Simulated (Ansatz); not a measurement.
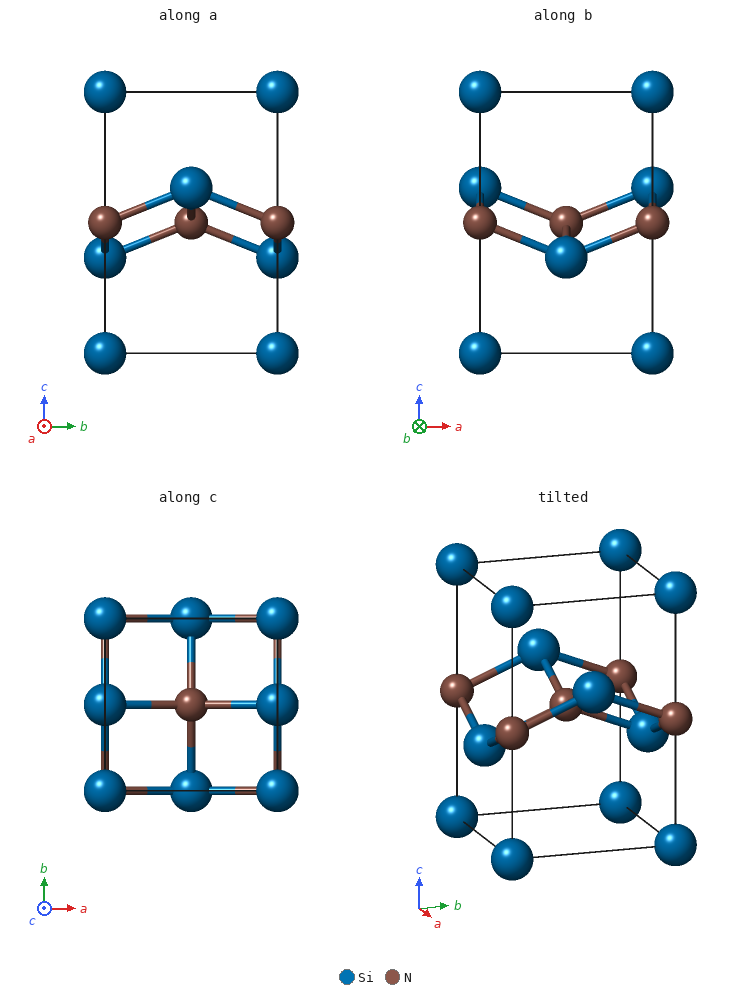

This ball-and-stick model is shown along the a axis, along the b axis, along the c axis and slightly off an axis. One conventional unit cell is framed, with atoms on its boundary repeated.

Lattice parameters: a = 3.5048 Å, b = 3.5048 Å, c = 5.3135 Å, α = 90.000°, β = 90.000°, γ = 90.000°.

Q: Set out the cell and atoms as a CIF in P1 with every atom of the cell, with free fractional coordinates to two decimals.

A:
```cif
data_structure
_symmetry_space_group_name_H-M 'P 1'
_symmetry_Int_Tables_number 1
_cell_length_a 3.5048
_cell_length_b 3.5048
_cell_length_c 5.3135
_cell_angle_alpha 90.000
_cell_angle_beta 90.000
_cell_angle_gamma 90.000
_cell_volume 65.27
loop_
_atom_site_label
_atom_site_type_symbol
_atom_site_fract_x
_atom_site_fract_y
_atom_site_fract_z
_atom_site_occupancy
Si1 Si 0.00 0.00 0.00 1
Si2 Si 0.00 0.50 0.63 1
Si3 Si 0.50 0.00 0.37 1
N1 N 0.00 0.00 0.50 1
N2 N 0.50 0.50 0.50 1
```

Source of the structure: a random cell made by a generator, so it need not be a real form of the compound. Earlier steps of the study, as a rule a relaxation of our own, may have changed the cell and positions, so they can lie some per cent off the listed ones. A calculation with Ansatz used it as input.
